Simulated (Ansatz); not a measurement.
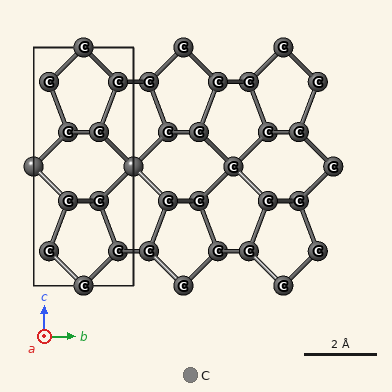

Starting structure of crystalline C (a generated structure, set up in Pnnn) (coarse preliminary run). A ball-and-stick model of the cell of the calculation, repeated 1 × 3 × 1 with one cell outlined, seen along the a axis.

Level of theory: DFT PBE, scalar-relativistic, plane waves, PAW (Ansatz 0.2.0).

The input:
```yaml
crystal:
  lattice:
    - [2.54223885, 0.0, 0.0]
    - [0.0, 2.79659469, 0.0]
    - [0.0, 0.0, 6.66855854]
  atoms:
    - { symbol: C, position: [0.0, 0.5, 0.0] }
    - { symbol: C, position: [0.5, 0.0, 0.5] }
    - { symbol: C, position: [0.75448572, 0.34510353, 0.35547851] }
    - { symbol: C, position: [0.24551428, 0.34510353, 0.64452149] }
    - { symbol: C, position: [0.75448572, 0.65489647, 0.64452149] }
    - { symbol: C, position: [0.24551428, 0.65489647, 0.35547851] }
    - { symbol: C, position: [0.74551428, 0.15489647, 0.14452149] }
    - { symbol: C, position: [0.25448572, 0.15489647, 0.85547851] }
    - { symbol: C, position: [0.74551428, 0.84510353, 0.85547851] }
    - { symbol: C, position: [0.25448572, 0.84510353, 0.14452149] }
basis:
  ecutwfc: 420
kpoints:
  mp_grid: { grid: [6, 6, 4] }
hamiltonian:
  xc: pbe
scf:
  occupations: { method: gaussian, width: 0.1 }
  lower_state_search: "off"
output:
  forces: true
  stress: true
  eigenvalues: true
relax:
  adjacent_minimum: "off"
  f_tol: 0.04
  max_steps: 70
  cell: { stress_tol: 0.4 }
```

Launched with:
```bash
ansatz run input.yaml --threads 1 --pin off --max-ram 2560MiB --backend cpu --events-out ev --progress --plain --runs-dir out
```

Where does the relaxation end?

The largest moves relative to the cell, 0.083 Å, are those of 8 atoms (C3, C4, C5, C6 and others). C9 goes roughly along [2 1 −1]. Cell: a 2.542 → 2.591 Å (+1.9 %), b 2.797 → 3.031 Å (+8.4 %), c 6.669 → 7.150 Å (+7.2 %). Volume +18.4 %. Among the contacts that change: C1–C10 1.510 → 1.646 Å, C3–C6 1.519 → 1.642 Å, C3–C6 (another image) 1.557 → 1.514 Å, C3–C7 1.504 → 1.515 Å. Among the angles between lasting bonds that change: C3–C2–C5 129.2° → 136.6°, C5–C4–C8 100.6° → 106.5°, C2–C4–C5 90.0° → 95.0°. The space group stays Pnnn (No. 48). After 7 accepted moves (10 points after the start) the energy has fallen by 353 meV per atom. The largest force component goes from 3 to 0.00053 eV/Å. The pressure goes from 86.62 to 0.00 GPa. At 3 points the geometry stayed and the basis and grid were re-selected for the new cell (energy shift of 11.8 meV per atom at most each time). The run took 52 s on 1 thread of Arm Neoverse V1 (shared host), peak memory 0.34 GiB.

The structure at the end:

```xyz
10
Lattice="2.5909 0.0000 0.0000 0.0000 3.0314 0.0000 0.0000 0.0000 7.1496" Properties=species:S:1:pos:R:3 pbc="T T T"
C     2.5909    1.5157    7.1496
C     1.2954    0.0000    3.5748
C     1.9039    1.0658    2.4784
C     0.6869    1.0658    4.6712
C     1.9039    1.9656    4.6712
C     0.6869    1.9656    2.4784
C     1.9824    0.4499    1.0964
C     0.6085    0.4499    6.0532
C     1.9824    2.5814    6.0532
C     0.6085    2.5814    1.0964
```

The end point in the same view:

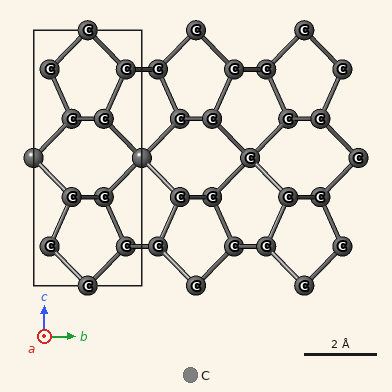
